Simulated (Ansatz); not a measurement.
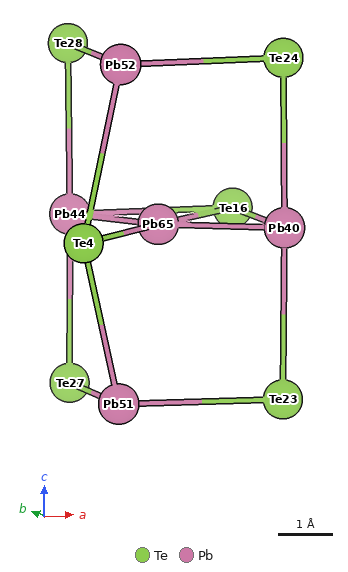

A defect cell of composition Te₃₂Pb₃₃, before the relaxation. Style: ball-and-stick. Shown: the atoms within 4.2 Å of the atom that moves most (axes of the cell of the calculation (origin shifted)), slightly off an axis.

All numbers below come from DFT, PBEsol, PAW, plane waves in Ansatz.

(plane-wave cutoff 420 eV; k-point mesh 1 × 1 × 1; mesh shifted by (0.25, 0.25, 0.25); no spin polarisation; atoms relaxed in a fixed cell; force threshold 0.03 eV/Å; at most 80 steps)

```
Te Pb
1.0
    12.88000    0.00000    0.00000
     0.00000   12.88000    0.00000
     0.00000    0.00000   12.88000
Te Pb
32 33
Cartesian
  3.2583 0.0029 12.8671
  3.1864 0.0277 6.4266
  3.2284 6.4427 0.0261
  2.1393 5.3188 6.4348
  9.6206 0.0120 0.0076
  9.6547 12.8677 6.4154
  9.7016 6.4316 0.0049
  9.6898 6.4385 6.4376
  12.8537 3.2333 12.8768
  0.0061 3.2342 6.4520
  0.0164 9.6627 12.8775
  0.0129 9.6358 6.4579
  6.4412 3.2249 0.0171
  6.4244 3.1874 6.4590
  6.4496 9.6460 12.8362
  6.4296 9.6282 6.4379
  0.0084 0.0222 3.1928
  0.0140 12.8735 9.6761
  0.0022 6.4125 3.2060
  12.8767 6.4459 9.6532
  6.4368 0.0029 3.2138
  6.4520 12.8735 9.6561
  6.4158 6.4342 3.1868
  6.4371 6.4702 9.6502
  3.2361 3.2082 3.2330
  3.2002 3.2223 9.6704
  3.2251 9.6493 3.2388
  3.1955 9.6621 9.6700
  9.6529 3.1966 3.2193
  9.6648 3.2215 9.6652
  9.6491 9.6579 3.2528
  9.6771 9.6636 9.6642
  12.8588 0.0155 12.8531
  0.0139 12.8773 6.4673
  0.0037 6.4227 0.0089
  12.8653 6.4570 6.4435
  6.4280 0.0187 12.8732
  6.3971 0.0071 6.4383
  6.4410 6.4018 0.0053
  6.4474 6.4354 6.4348
  3.2149 3.1904 12.8777
  3.2283 3.2540 6.4356
  3.1884 9.6588 12.8555
  3.2321 9.6485 6.4339
  9.6757 3.2039 0.0324
  9.6828 3.2329 6.4283
  9.6813 9.6379 12.8415
  9.6339 9.6520 6.4069
  3.2027 12.8392 3.2095
  3.2080 12.8057 9.6007
  3.1852 6.4456 3.2168
  3.2141 6.4157 9.6499
  9.6676 0.0272 3.1966
  9.6482 0.0157 9.6315
  9.6272 6.4693 3.2248
  9.6606 6.4430 9.6881
  0.0056 3.2239 3.2098
  12.8615 3.2475 9.7003
  0.0142 9.6443 3.2298
  12.8668 9.6444 9.6537
  6.4591 3.2162 3.2166
  6.4458 3.2317 9.6496
  6.4390 9.6597 3.2061
  6.4416 9.6780 9.6696
  4.3136 7.5581 6.4476
```

What does the optimiser find from here?

The atom that moves furthest is Pb65 (2.31 Å roughly along −c). Largest moves by element: Pb 2.31 Å, Te 1.15 Å. The cell stays as it was. Near-neighbour distances that change, for instance: Te27–Pb51 3.204 → 4.305 Å, Te23–Pb51 3.231 → 4.305 Å, Te23–Pb65 4.039 → 3.003 Å, Pb44–Pb65 2.354 → 3.381 Å. New bonds form, among them: Te23–Pb65 (4.04 → 3.00 Å), Te27–Pb65 (3.98 → 3.00 Å). Bonds break, among them: Pb40–Pb65 (2.41 → 3.38 Å), Pb44–Pb65 (2.35 → 3.38 Å), Te16–Pb65 (2.96 → 3.94 Å), Te23–Pb51 (3.23 → 4.31 Å). After 16 geometry steps the energy has fallen by 8.208 eV per cell of the calculation. Largest force component: 8.3 eV/Å at the start, 0.022 eV/Å at the end.

After the run, drawn alike:

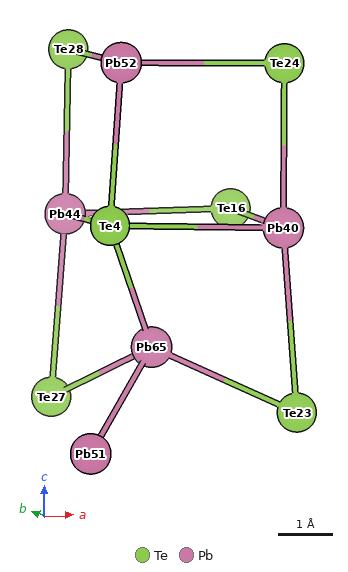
